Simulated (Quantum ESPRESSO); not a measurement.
**A series of single points on Rb**

System: Rb (1 atom in the cell).
Method: Kohn-Sham DFT of a periodic cell, PBE, SSSP 1.3 efficiency PBE, no spin polarisation (Quantum ESPRESSO 7.5).

The 7 runs differ only in the geometry, by an even scaling of the cell at fixed fractional positions. The structure derives from a Materials Project entry.

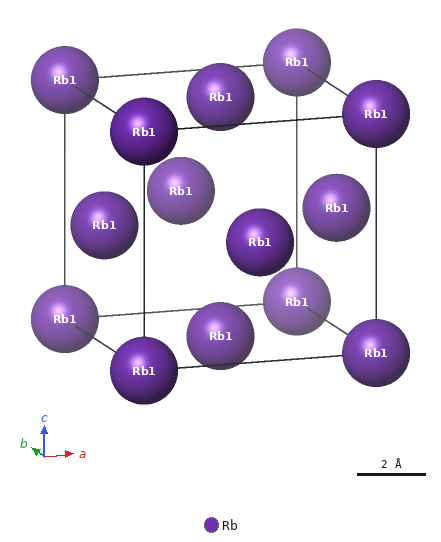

Figure 1. The structure of run 4 (spheres-only view of the cell 4 times as large as that of the calculation, set on its symmetry axes, seen slightly off an axis; atoms are numbered from 1 in the order of the input).

## Input of run 4
```
&CONTROL
  calculation = 'scf'
  prefix = 'pwscf'
  outdir = './tmp'
  pseudo_dir = './pseudo'
  tprnfor = .true.
  tstress = .true.
  disk_io = 'nowf'
/
&SYSTEM
  ibrav = 0
  nat = 1
  ntyp = 1
  ecutwfc = 60
  nbnd = 10
  occupations = 'smearing'
  smearing = 'fd'
  degauss = 0.00367493
/
&ELECTRONS
  conv_thr = 2d-10
  electron_maxstep = 120
  mixing_beta = 0.5
/
ATOMIC_SPECIES
Rb    85.4678 Rb_ONCV_PBE-1.0.oncvpsp.upf
CELL_PARAMETERS angstrom
   0.0000000000    3.6398846700    3.6398846700
   3.6398846700    0.0000000000    3.6398846700
   3.6398846700    3.6398846700    0.0000000000
ATOMIC_POSITIONS crystal
Rb     0.0000000000    0.0000000000    0.0000000000
K_POINTS automatic
6 6 6 0 0 0
```

Command:
```bash
OMP_NUM_THREADS=1 pw.x -in pw.in > pw.out
```

Lattice vectors (Å) and fractional positions of run 4:
```
   0.000000    3.639885    3.639885
   3.639885    0.000000    3.639885
   3.639885    3.639885    0.000000
Rb  0.000000  0.000000  0.000000
```

Run 2 differs from it as follows:
```diff
-   0.0000000000    3.6398846700    3.6398846700
-   3.6398846700    0.0000000000    3.6398846700
-   3.6398846700    3.6398846700    0.0000000000
+   0.0000000000    3.5906910089    3.5906910089
+   3.5906910089    0.0000000000    3.5906910089
+   3.5906910089    3.5906910089    0.0000000000
```

## Results, with one run withheld

```tsv
run	volume per atom (Å³)	free energy per atom, from the lowest run given (meV)	pressure (GPa)
1	90.661	0.00	0.04
2	92.590	?	?
3	94.519	0.44	−0.07
4	96.448	1.60	−0.12
5	98.377	3.33	−0.16
6	100.306	5.55	−0.20
7	102.235	8.22	−0.24
```

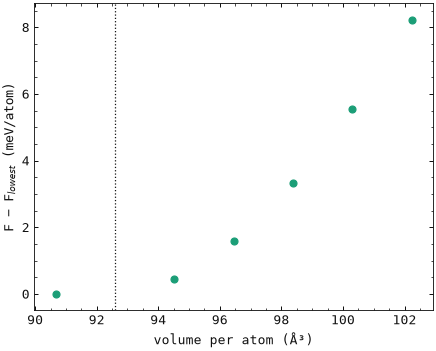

Figure 2. Free energy per atom of the runs given; the dotted line marks run 2.

What should run 2 give?

A cubic polynomial in V^(−2/3) (the Birch–Murnaghan form), fitted to the 6 runs given, misses them by at most 0.01 meV per atom. With x = V^(−2/3) − 0.04738 Å⁻², it reads F = 2.014 − 2546.9 x + 7.4767e+05 x² − 8.0484e+05 x³ (meV per atom). At run 2 it gives −0.12 meV per atom, and the run itself gives −0.12. The slope of the fit gives a pressure −dF/dV of −0.02 GPa there, and the run prints −0.02 GPa. The fit has its minimum at 91.947 Å³ per atom, where V d²F/dV² gives 2.78 GPa: the bulk modulus at this level, since symmetry fixes the shape and the positions.

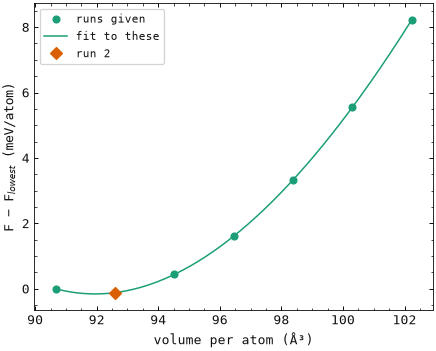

Figure 3. The fit and the withheld run.

## Some lines of the output (run 2)
```
[...]
     unit-cell volume          =     624.8283 (a.u.)^3
     number of k points=    16  Fermi-Dirac smearing, width (Ry)=  0.0037
     total energy              =     -48.92425243 Ry
     total energy              =     -48.92442259 Ry
     total energy              =     -48.92444247 Ry
     total energy              =     -48.92444377 Ry
     total energy              =     -48.92444381 Ry
     the Fermi energy is     1.7918 ev
!    total energy              =     -48.92444381 Ry
     The total energy is F=E-TS. E is the sum of the following terms:
     Computing stress (Cartesian axis) and pressure
          total   stress  (Ry/bohr**3)                   (kbar)     P=       -0.19
```
